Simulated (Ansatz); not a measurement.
## Geometry relaxation of Cu (part 2 of 3)

Cu (interface cell, 24 atoms in the cell); DFT PBE, scalar-relativistic, plane waves, PAW, no spin polarisation (Ansatz 0.2.0); cutoff 420 eV, 14×6×2 k-mesh, Gaussian smearing of 0.1 eV. The structure derives from an entry of the Crystallography Open Database. It belongs to a series of runs on one base structure; here: symmetric tilt boundary Sigma 3 (2 1 1), mirror between planes, shift [0, 0.5].

Geometry of the input (Å; fractional positions):
```
2.5666  0.0000  0.0000
0.0000  6.2869  0.0000
0.0000  0.0000  18.0821
Cu 0.0000  0.3333  0.1434
Cu 0.0000  0.6667  0.0614
Cu 0.5000  0.0000  0.1024
Cu 0.5000  0.3333  0.0204
Cu 0.5000  0.6667  0.1843
Cu 0.0000  1.0000  0.2253
Cu 0.0000  0.3333  0.3892
Cu 0.0000  0.6667  0.3073
Cu 0.5000  0.0000  0.3482
Cu 0.5000  0.3333  0.2663
Cu 0.5000  0.6667  0.4302
Cu 0.0000  1.0000  0.4712
Cu 0.0000  0.8333  0.8483
Cu 0.0000  0.1667  0.9303
Cu 0.5000  0.5000  0.8893
Cu 0.5000  0.8333  0.9713
Cu 0.5000  0.1667  0.8074
Cu 0.0000  0.5000  0.7664
Cu 0.0000  0.8333  0.6025
Cu 0.0000  0.1667  0.6844
Cu 0.5000  0.5000  0.6435
Cu 0.5000  0.8333  0.7254
Cu 0.5000  0.1667  0.5615
Cu 0.0000  0.5000  0.5205
```

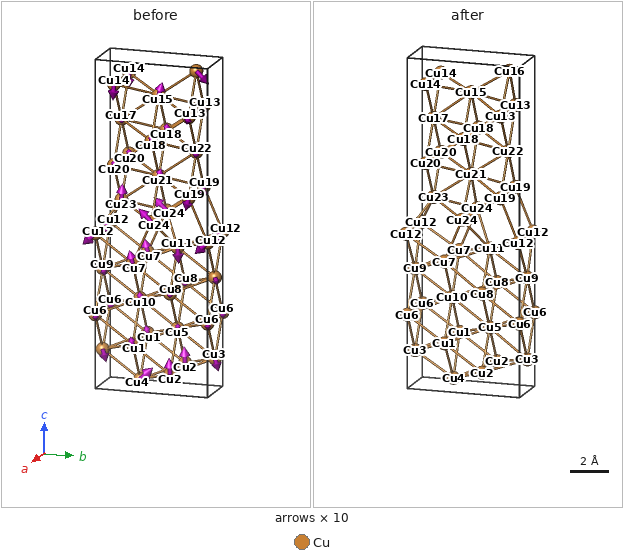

Figure 1. Before (left) and after (right) the relaxation, at one scale (ball-and-stick view of the cell of the calculation, seen slightly off an axis). The pink arrows give the displacements (without the part carried along by the change of the cell), magnified 10 times. The largest moves relative to the cell, 0.10 Å, are those of Cu4, Cu12, Cu16 and Cu24. Cell: a stays at 2.567 Å, b stays at 6.287 Å, c 18.082 → 18.175 Å (+0.5 %). Volume +0.5 %. Among the contacts that change: Cu2–Cu16 2.324 → 2.481 Å, Cu11–Cu24 2.326 → 2.481 Å, Cu15–Cu17 2.567 → 2.643 Å, Cu11–Cu12 2.567 → 2.511 Å. The energy falls by 17.5 meV per atom in 3 geometry steps. Largest force component: 0.98 eV/Å at the start, 0.00075 eV/Å at the end. Pressure: 1.47 GPa at the start and 0.04 GPa at the end. A last SCF at the same geometry on a re-selected plane-wave basis shifts the energy by next to nothing (0.0 meV per atom). (Atoms are counted from 1 in the order of the input.)

```
basis re-selected at this cell: Δ(F+E_penalty+E_count) = -1.143e-3 eV, ΔP = -0.004 GPa vs the last step (what re-selecting the basis moved, of the pressure what is left beyond the Pulay correction that the steps carried, after the strain that the cell walked since its last selection, with what the two solves' SCF thresholds leave and, on support functions, any second-order correction that the steps lacked; it is no measure of the basis error at this ecutwfc). This SCF's stress stands 1.25e-2 GPa from its target on what of the cell is left free (relax.cell.stress_tol is 1.00e-1 GPa) and its largest allowed force component is 7.52e-4 eV/Å (relax.f_tol is 2.00e-2 eV/Å): within both
SCF converged after 6 iterations
Free energy (F): -159002.924078 eV
Harris-Foulkes:  -159002.924078 eV  (|F-HF|=0.00e0)
Internal energy: -159002.894817 eV  (E = F + TS)
E sigma→0 (E₀):  -159002.909447 eV
Entropy (-TS):   -0.029261 eV (-1.219 meV/atom)
Fermi energy:    16.065032 eV
--- Per-component energies (eV) ---
  E_band       = -8923.082304
  E_kinetic    = 7194.965811
  E_local      = -99651.191779  (includes V_loc(G=0)·N_el)
  E_nonlocal   = 9363.137025
  E_hartree    = 43897.943325
  E_xc         = -2145.331098
  E_vxc        = -2768.193747  (∫ρ·V_xc dr)
  E_paw        = -39916.319547  (= ΣΔE_a)
  E_vpaw       = -10857.690693  (= ΣTr[D̂ρ^β])
  E_aug_tail   = 0.006615  (compensation charges beyond the density's cutoff)
  E_ewald      = -77746.105168
  E_smearing   = -0.029261  (= −TS)
  E_closure    = -0.000000  (closes the sum)
  Σ components = -159002.924078   (vs F -159002.924078, Δ=0.00e0)
--- Forces (eV/Å), atoms counted from 1 ---
  atom   1  Cu     0.00000000     0.00025094    -0.00021598
  atom   2  Cu    -0.00000000     0.00065686     0.00025045
  atom   3  Cu     0.00000000     0.00075179     0.00010969
  atom   4  Cu     0.00000000    -0.00004076     0.00039760
  atom   5  Cu    -0.00000000    -0.00007527    -0.00020948
  atom   6  Cu    -0.00000000     0.00029332    -0.00031442
  atom   7  Cu     0.00000000    -0.00075121    -0.00011347
  atom   8  Cu     0.00000000     0.00007383     0.00024187
  atom   9  Cu    -0.00000000    -0.00025640     0.00021042
  atom  10  Cu     0.00000000    -0.00029836     0.00030232
  atom  11  Cu     0.00000000    -0.00067085    -0.00020453
  atom  12  Cu     0.00000000     0.00006604    -0.00043273
  atom  13  Cu     0.00000000     0.00025094     0.00021598
  atom  14  Cu    -0.00000000     0.00065686    -0.00025045
  atom  15  Cu     0.00000000     0.00075179    -0.00010969
  atom  16  Cu     0.00000000    -0.00004076    -0.00039760
  atom  17  Cu    -0.00000000    -0.00007527     0.00020948
  atom  18  Cu    -0.00000000     0.00029332     0.00031442
  atom  19  Cu     0.00000000    -0.00075121     0.00011347
  atom  20  Cu     0.00000000     0.00007383    -0.00024187
  atom  21  Cu    -0.00000000    -0.00025640    -0.00021042
  atom  22  Cu     0.00000000    -0.00029836    -0.00030232
  atom  23  Cu     0.00000000    -0.00067085     0.00020453
  atom  24  Cu     0.00000000     0.00006604     0.00043273
  max |Σ_I F_I| component: 1.23e-7 eV/Å
--- Stress (GPa, compression-positive) ---
        0.128105       0.000000      -0.000000
        0.000000      -0.008020      -0.000000
       -0.000000      -0.000000      -0.012457
  P = ⅓ Tr σ = 0.0359 GPa (0.359 kbar)
--- Band table (eV; the first three rows and the last of 64) ---
  k-point 0: bands = ["-96.5230", "-96.5230", "-96.5189", "-96.5189", "-96.5162", "-96.5162", "-96.5146", "-96.5146", "-96.4869", "-96.4869", ... 64 levels left out ..., "-53.7694", "-53.7692", "-53.7620", "-53.7618", "-53.7608", "-53.7607", "-53.7379", "-53.7377", "-53.7308", "-53.7308", "-53.7290", "-53.7290", "-53.7253", "-53.7253", "-53.7165", "-53.7165", "-53.7164", "-53.7163", "-53.7123", "-53.7123", "-53.7022", "-53.7020", "6.8546", "7.2014", "7.4843", "8.5707", "8.8273", "10.1363", "10.1996",
      "10.3581", "10.3765", "10.4926", "10.5872", "10.7298", "10.7493", "11.1448", "11.1924", "11.2948", "11.3054", "11.3534", "11.3605", "11.4479", "11.5776", "11.6279", "11.6736", "11.6845", "11.8074", "11.9611", "12.0414", "12.1021", "12.2971", "12.3474", "12.5106", "12.5209", "12.6087", "12.6165", "12.6584", "12.6663", "12.7060", "12.7379", "12.7445", "12.7492", "12.7545", "12.7676", "12.8525", "12.8595", "12.8863", "12.8965", "12.9195",
      "12.9641", "12.9790", "13.0193", "13.0261", "13.0382", "13.0484", "13.0564", "13.0670", "13.0975", "13.1050", "13.1125", "13.1405", "13.1419", "13.1434", "13.1763", "13.1783", "13.2360", "13.2378", "13.2433", "13.2479", "13.2607", "13.2803", "13.3029", "13.3123", "13.3216", "13.3281", "13.3302", "13.3526", "13.3604", "13.3793", "13.3968", "13.4222", "13.4645", "13.4768", "13.5301", "13.5495", "13.5561", "13.5833", "13.6494", "13.6663",
      "13.6805", "13.6954", "13.7153", "13.7338", "13.7816", "13.8449", "13.8485", "13.8747", "13.8863", "13.9261", "13.9428", "13.9457", "13.9570", "13.9955", "14.0315", "14.0375", "14.0762", "14.1212", "14.1261", "14.1269", "14.1842", "14.2056", "14.2581", "14.2874", "14.3086", "14.3308", "14.3486", "14.3488", "14.3637", "14.4188", "14.4247", "14.4366", "14.4450", "14.4622", "14.4625", "14.5092", "14.5223", "14.5224", "14.5518", "14.5747",
      "14.5900", "14.6062", "14.6237", "14.6318", "14.6671", "14.8043", "15.1141", "15.1873", "15.4531", "15.5760", "16.2027", "16.3942", "16.5221", "16.6105", "16.7675", "17.0884", "18.5682", "19.6023", "20.2370", "21.2817", "21.3582", "21.8288", "24.1509", "24.3218", "24.3967", "24.5251", "24.8881", "24.8931", "24.9750", "24.9997", "25.1172", "25.1786", "25.6000", "25.7181", "26.1286", "26.1719", "26.2212", "26.7507", "27.8219", "27.8447",
      "28.2491", "28.4731", "29.1136", "29.1136", "29.1573", "29.5887", "29.6463", "29.6746", "29.9555", "30.6482", "30.8901"]
  k-point 1: bands = ["-96.5230", "-96.5230", "-96.5189", "-96.5189", "-96.5162", "-96.5162", "-96.5146", "-96.5146", "-96.4869", "-96.4869", ... 64 levels left out ..., "-53.7693", "-53.7693", "-53.7619", "-53.7619", "-53.7608", "-53.7608", "-53.7378", "-53.7378", "-53.7308", "-53.7308", "-53.7290", "-53.7290", "-53.7253", "-53.7253", "-53.7165", "-53.7165", "-53.7164", "-53.7164", "-53.7123", "-53.7123", "-53.7021", "-53.7021", "6.9670", "6.9670", "7.9350", "7.9350", "9.5875", "9.5875", "10.1945",
      "10.1945", "10.3790", "10.3790", "10.8404", "10.8404", "11.0234", "11.0234", "11.1687", "11.1688", "11.3121", "11.3121", "11.4033", "11.4033", "11.6057", "11.6057", "11.6870", "11.6871", "11.8872", "11.8872", "12.0725", "12.0725", "12.3387", "12.3387", "12.5289", "12.5289", "12.6067", "12.6067", "12.6738", "12.6738", "12.6794", "12.6794", "12.7256", "12.7256", "12.7982", "12.7982", "12.8519", "12.8519", "12.9042", "12.9042", "12.9546",
      "12.9546", "12.9927", "12.9927", "13.0495", "13.0495", "13.0735", "13.0735", "13.0802", "13.0802", "13.1122", "13.1122", "13.1214", "13.1214", "13.1392", "13.1392", "13.1891", "13.1891", "13.2313", "13.2313", "13.2760", "13.2760", "13.2852", "13.2852", "13.2881", "13.2881", "13.3370", "13.3370", "13.3549", "13.3549", "13.3703", "13.3703", "13.4190", "13.4190", "13.5460", "13.5460", "13.5816", "13.5816", "13.6208", "13.6208", "13.6575",
      "13.6575", "13.6942", "13.6942", "13.7877", "13.7878", "13.8535", "13.8535", "13.8751", "13.8751", "13.9325", "13.9325", "13.9606", "13.9606", "14.0185", "14.0185", "14.0651", "14.0651", "14.0963", "14.0963", "14.1723", "14.1723", "14.2250", "14.2250", "14.2769", "14.2769", "14.3272", "14.3272", "14.3339", "14.3339", "14.3634", "14.3634", "14.4462", "14.4462", "14.4663", "14.4663", "14.4871", "14.4871", "14.5884", "14.5884", "14.5932",
      "14.5932", "14.6023", "14.6023", "14.7773", "14.7773", "14.9843", "14.9843", "15.2533", "15.2533", "15.8035", "15.8035", "16.0606", "16.0607", "17.1838", "17.1838", "17.8592", "17.8592", "19.4927", "19.4927", "21.8493", "21.8493", "23.0928", "23.0928", "23.5001", "23.5002", "24.3747", "24.3747", "24.8538", "24.8538", "25.2129", "25.2129", "25.7674", "25.7674", "26.7142", "26.7142", "26.7730", "26.7730", "27.2005", "27.2005", "27.4726",
      "27.4727", "28.3611", "28.3611", "28.7535", "28.7535", "29.2792", "29.2792", "30.5123", "30.5124", "30.6203", "30.6203"]
  k-point 2: bands = ["-96.5230", "-96.5230", "-96.5189", "-96.5189", "-96.5162", "-96.5162", "-96.5147", "-96.5147", "-96.4869", "-96.4868", ... 64 levels left out ..., "-53.7698", "-53.7694", "-53.7611", "-53.7610", "-53.7599", "-53.7598", "-53.7376", "-53.7375", "-53.7307", "-53.7307", "-53.7292", "-53.7292", "-53.7269", "-53.7267", "-53.7165", "-53.7165", "-53.7164", "-53.7163", "-53.7115", "-53.7114", "-53.7029", "-53.7027", "6.9655", "7.3102", "7.5913", "8.6631", "8.9201", "9.3877", "9.6688",
      "9.9075", "10.3907", "10.5863", "10.6978", "10.7726", "10.8771", "10.9555", "11.2340", "11.2597", "11.3561", "11.3853", "11.4209", "11.4669", "11.5440", "11.6963", "11.7608", "11.8004", "11.8368", "12.0084", "12.0723", "12.1122", "12.3213", "12.3417", "12.3844", "12.4651", "12.4875", "12.5413", "12.5963", "12.6190", "12.6398", "12.7562", "12.7989", "12.8156", "12.8233", "12.8905", "12.8932", "12.8989", "12.9394", "12.9403", "12.9735",
      "12.9876", "12.9876", "13.0387", "13.0468", "13.0634", "13.0754", "13.0875", "13.0995", "13.1004", "13.1239", "13.1490", "13.1500", "13.1660", "13.1773", "13.1989", "13.2038", "13.2154", "13.2182", "13.2392", "13.2425", "13.2494", "13.2780", "13.2864", "13.3162", "13.3249", "13.3471", "13.3489", "13.3823", "13.3892", "13.4075", "13.4174", "13.4452", "13.4834", "13.5348", "13.5434", "13.5790", "13.5800", "13.6176", "13.6526", "13.6982",
      "13.7471", "13.7527", "13.7986", "13.8005", "13.8120", "13.8318", "13.8667", "13.8680", "13.8805", "13.9133", "13.9232", "13.9409", "13.9731", "14.0052", "14.0173", "14.0424", "14.0566", "14.1197", "14.1446", "14.1682", "14.2010", "14.2327", "14.2603", "14.2896", "14.2942", "14.3032", "14.3152", "14.3332", "14.3396", "14.3655", "14.3972", "14.4091", "14.4189", "14.4345", "14.4685", "14.4699", "14.4881", "14.4968", "14.5094", "14.5559",
      "14.5639", "14.5836", "14.5971", "14.6095", "14.6335", "14.8249", "14.8914", "15.3653", "15.4711", "15.9340", "15.9464", "16.3730", "16.3749", "16.5833", "17.4308", "17.8322", "18.7642", "19.3755", "20.6439", "21.1773", "21.8407", "21.9166", "22.3803", "22.6775", "22.8631", "23.7538", "23.7645", "23.8023", "23.9241", "25.3863", "25.4400", "25.9362", "26.0292", "26.2521", "26.3918", "27.1774", "27.4239", "27.5994", "28.2765", "28.3418",
      "28.4388", "28.4899", "28.7370", "28.9985", "29.2729", "29.8009", "30.1063", "30.5837", "30.6212", "30.8510", "31.0360"]
  k-point 63: bands = ["-96.5146", "-96.5146", "-96.5146", "-96.5146", "-96.5126", "-96.5126", "-96.5126", "-96.5126", "-96.4824", "-96.4824", ... 64 levels left out ..., "-53.7753", "-53.7753", "-53.7708", "-53.7708", "-53.7708", "-53.7708", "-53.7650", "-53.7650", "-53.7650", "-53.7650", "-53.7639", "-53.7639", "-53.7639", "-53.7639", "-53.7307", "-53.7307", "-53.7307", "-53.7307", "-53.7035", "-53.7035", "-53.7035", "-53.7035", "11.1342", "11.1342", "11.1342", "11.1342", "11.4104", "11.4104", "11.4104",
      "11.4104", "11.4553", "11.4553", "11.4553", "11.4553", "11.6006", "11.6006", "11.6006", "11.6006", "11.7506", "11.7506", "11.7506", "11.7506", "11.9659", "11.9659", "11.9659", "11.9659", "12.0708", "12.0708", "12.0708", "12.0708", "12.1099", "12.1099", "12.1099", "12.1099", "12.2735", "12.2735", "12.2735", "12.2735", "12.4205", "12.4205", "12.4205", "12.4205", "12.6538", "12.6538", "12.6538", "12.6538", "12.7894", "12.7894", "12.7894",
      "12.7894", "12.9704", "12.9704", "12.9704", "12.9704", "13.0533", "13.0533", "13.0533", "13.0533", "13.1313", "13.1313", "13.1313", "13.1313", "13.2098", "13.2098", "13.2098", "13.2098", "13.3950", "13.3950", "13.3950", "13.3950", "13.5383", "13.5383", "13.5383", "13.5383", "13.6013", "13.6013", "13.6013", "13.6013", "13.7325", "13.7325", "13.7325", "13.7325", "13.9510", "13.9510", "13.9510", "13.9510", "14.0647", "14.0647", "14.0647",
      "14.0647", "14.1053", "14.1053", "14.1053", "14.1053", "14.2926", "14.2926", "14.2926", "14.2926", "14.3543", "14.3543", "14.3543", "14.3543", "14.3883", "14.3883", "14.3883", "14.3883", "14.4581", "14.4581", "14.4581", "14.4581", "14.5056", "14.5056", "14.5056", "14.5056", "14.5619", "14.5619", "14.5619", "14.5619", "14.5946", "14.5946", "14.5946", "14.5946", "15.5944", "15.5944", "15.5944", "15.5944", "16.0306", "16.0306", "16.0306",
      "16.0306", "16.2045", "16.2045", "16.2045", "16.2045", "16.7039", "16.7039", "16.7039", "16.7039", "18.0451", "18.0451", "18.0451", "18.0451", "19.5918", "19.5918", "19.5918", "19.5918", "21.0278", "21.0278", "21.0278", "21.0278", "21.6778", "21.6778", "21.6778", "21.6778", "23.4243", "23.4243", "23.4243", "23.4243", "23.5722", "23.5722", "23.5722", "23.5722", "24.4299", "24.4299", "24.4300", "24.4300", "24.7922", "24.7922", "24.7922",
      "24.7922", "24.8891", "24.8891", "24.8891", "24.8891", "25.6374", "25.6374", "25.6374", "25.6374", "26.2642", "26.2642"]
```
